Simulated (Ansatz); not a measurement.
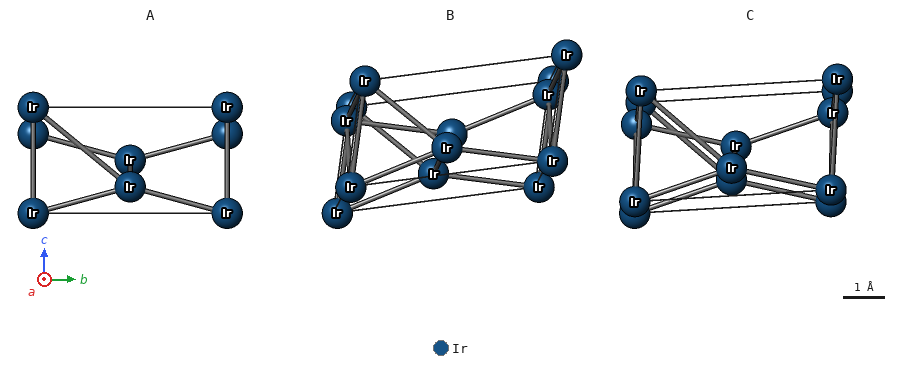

3 geometries from one relaxation of solid Ir (a generated structure, set up in I4_1/amd), in shuffled order. A ball-and-stick model of the conventional cell (2 times the calculation's cell), seen along the a axis. Lengths and directions refer to the drawn axes.

Phase: beta-Sn type.

Computed with DFT, m-r2SCAN, plane waves (500 eV) with PAW, scalar-relativistic (Ansatz). Set-up: plane-wave cutoff 500 eV; k-point mesh 14 × 14 × 9; occupations fermi dirac; smearing width 0.05 eV; collinear spin; cell and atoms relaxed; force threshold 0.01 eV/Å; at most 60 steps.

Question: Order the frames from highest to lowest energy.

Answer: A, C, B. They are steps 0, 5, 17, at +0.643 eV per cell of the calculation, +0.361 eV per cell of the calculation relative to the last. Over 15 accepted moves (17 points after the start) the energy falls by 0.643 eV per cell of the calculation. Largest force component: 0.0037 eV/Å at the start, 0.00018 eV/Å at the end. The pressure goes from 22.99 to 0.01 GPa. The SCF was repeated twice at an unchanged geometry on a basis and grid sized afresh for the cell, which shifted the energy by 9.5 meV per cell of the calculation at most. The largest moves relative to the cell, 0.14 Å, are those of Ir atoms. The volume changes by +4.3 %, with a = b 4.775 → 5.017 Å (+5.1 %), c 2.607 → 2.657 Å (+1.9 %), α 90.0° → 74.6°, β 90.0° → 74.6°, γ 90.0° → 81.5°. Near-neighbour distances that change, for instance: Ir–Ir 3.086 → 2.599 Å, Ir–Ir 2.475 → 2.623 Å, Ir–Ir 2.475 → 2.599 Å, Ir–Ir 2.607 → 2.657 Å. The space group (tolerance 0.01 Å) goes from I4_1/amd (No. 141) to Cmcm (No. 63). The program noted that the starting moments weren't kept. The run took about 25 core-minutes on a shared host.
